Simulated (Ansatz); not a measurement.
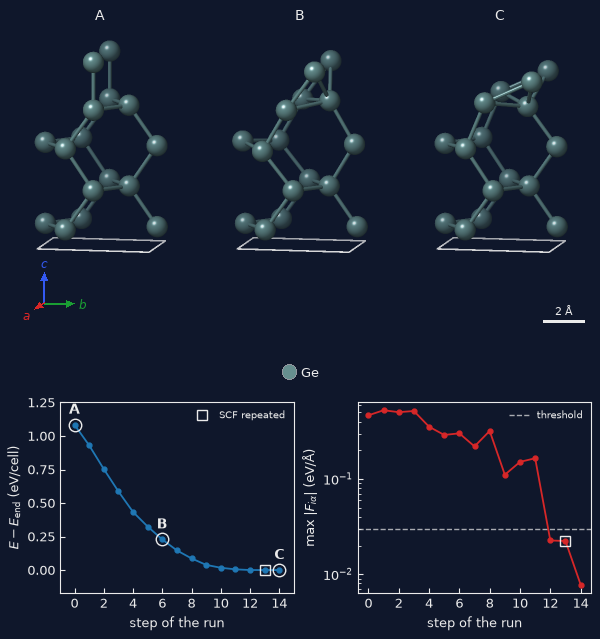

Frames of a constrained relaxation of a slab of composition Ge (cut from the Fd-3m phase), marked on the history of the run. A ball-and-stick model of the cell of the calculation, outlined in the plane, without the vacuum, seen slightly off an axis.

Case: Ge put at a top Ge site. The slab is the (1 1 0) face of Ge with Ge on it. 4 atoms are held fixed.

The calculation used DFT PBEsol, scalar-relativistic, plane waves, PAW (Ansatz 0.2.0). (plane-wave cutoff 420 eV; k-point mesh 7 × 5 × 1; occupations gaussian; smearing width 0.1 eV; no spin polarisation; dipole correction; atoms relaxed in a fixed cell; force threshold 0.03 eV/Å; at most 70 steps)

### What happens along the run?

The largest move is that of a Ge atom, 2.16 Å at 64° to the normal (−c side). The cell stays as it was. Among the contacts that change: Ge–Ge 3.422 → 2.601 Å, Ge–Ge 2.440 → 2.706 Å, Ge–Ge 2.400 → 2.643 Å, Ge–Ge 2.448 → 2.527 Å. Bond angles that change, for instance: Ge–Ge–Ge 90.0° → 58.2°, Ge–Ge–Ge 110.7° → 95.7°, Ge–Ge–Ge 109.9° → 123.3°. After 13 accepted moves (14 points after the start) the energy has fallen by 1.084 eV per cell of the calculation. The largest force component goes from 0.47 to 0.0078 eV/Å. 1 step only repeated the SCF at the same geometry. From step 0 to 6: a Ge atom moves most (1.17 Å), energy −0.856 eV per cell of the calculation. From step 6 to 14: a Ge atom moves most (1.00 Å), energy −0.228 eV per cell of the calculation.

Limits of the set-up: the periodic images lie only 4.0 Å apart, so the values are limited by the cell's size.
